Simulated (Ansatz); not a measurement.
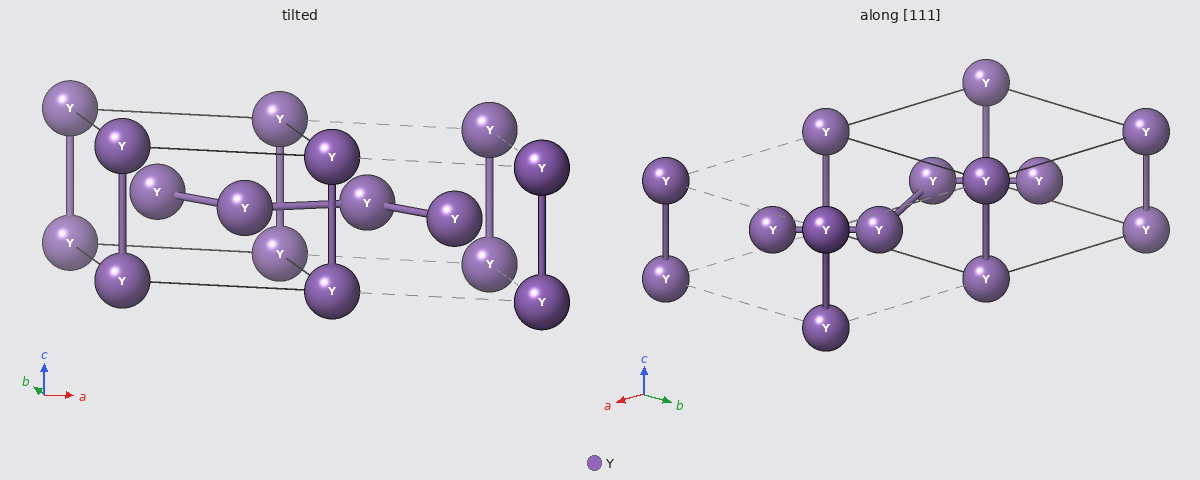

The crystal in a ball-and-stick representation, seen slightly off an axis and along [111]. The structure is repeated 2×1×1 times; solid lines mark one conventional unit cell. Cell: a = 5.545 Å, b = 5.545 Å, c = 3.470 Å, α = 90.00°, β = 90.00°, γ = 120.00°.

Notes on the structure:

- The element is yttrium.
- It takes space group P6/mmm (No. 191) on a primitive hexagonal lattice.
- Structure type: ω phase (AlB₂-like).
- The cell holds three atoms.
- Within bonding distance, the neighbour counts come to Y 2 to 5 (mean 4.0).

Origin of the cell: a textbook structure type filled with this element (whether it is the usual form wasn't checked). It is drawn as it came out of a relaxation with DFT PBEsol, scalar-relativistic, plane waves, PAW in Ansatz 0.2.0.
